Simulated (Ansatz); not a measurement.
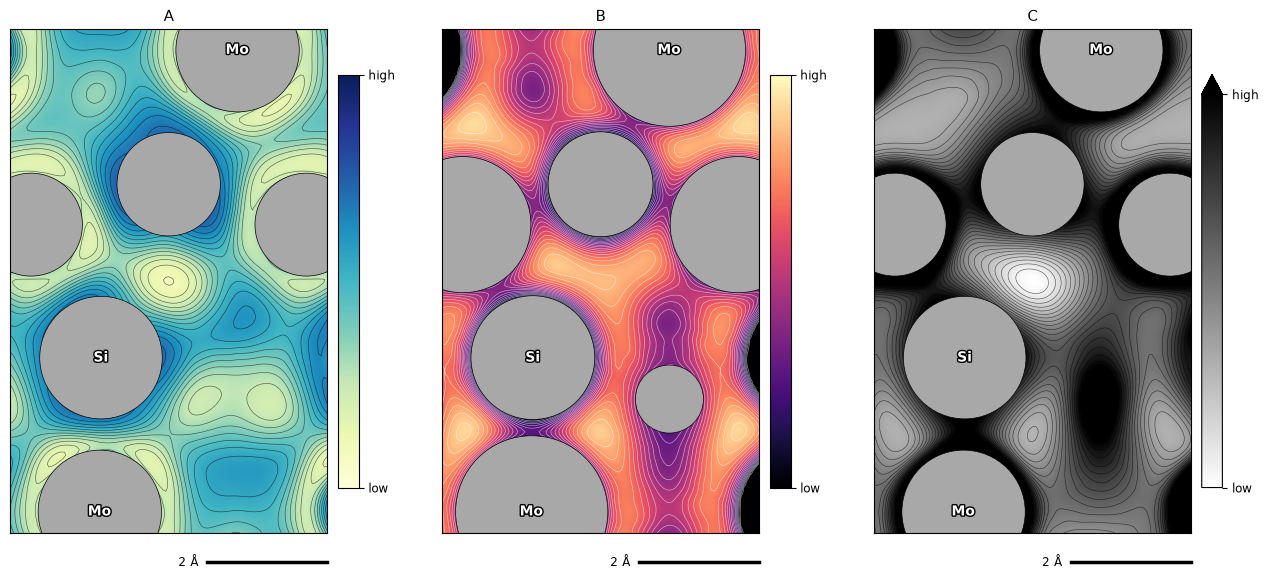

Si₂Mo: 3 fields on the (101) plane of the conventional cell, with unlabelled colour scales. Grey discs cover the atomic cores.

Space group P6₂22; a structure from a database of computed crystals, not necessarily the ambient phase.

Method: Kohn-Sham DFT of a periodic cell, r2SCAN, Ansatz PAW in Ansatz 0.2.0.

```
CELL_PARAMETERS angstrom
4.58547 0.00000 0.00000
-2.29274 3.97113 0.00000
0.00000 0.00000 6.57976
ATOMIC_POSITIONS crystal
Mo 0.50000 0.50000 0.83333
Mo 0.00000 0.50000 0.16667
Mo 0.50000 0.00000 0.50000
Si 0.16387 0.32775 0.50000
Si 0.67225 0.83613 0.16667
Si 0.83613 0.16387 0.83333
Si 0.83613 0.67225 0.50000
Si 0.32775 0.16387 0.16667
Si 0.16387 0.83613 0.83333
```

> Match the panels to the quantities (electron localisation function, electrostatic potential energy of an electron and valence pseudo-density).

Panel A: electron localisation function. Panel B: electrostatic potential energy of an electron (low next to the atoms, rising into the space between them). Panel C: valence pseudo-density. From the grid: Si–Mo (2.57 Å): the density is about 0.43 e/Å³ at the midpoint; the ELF peaks at about 0.70 in the valence shell of Si, 0.9 Å from its nucleus, and is about 0.40 at the midpoint.
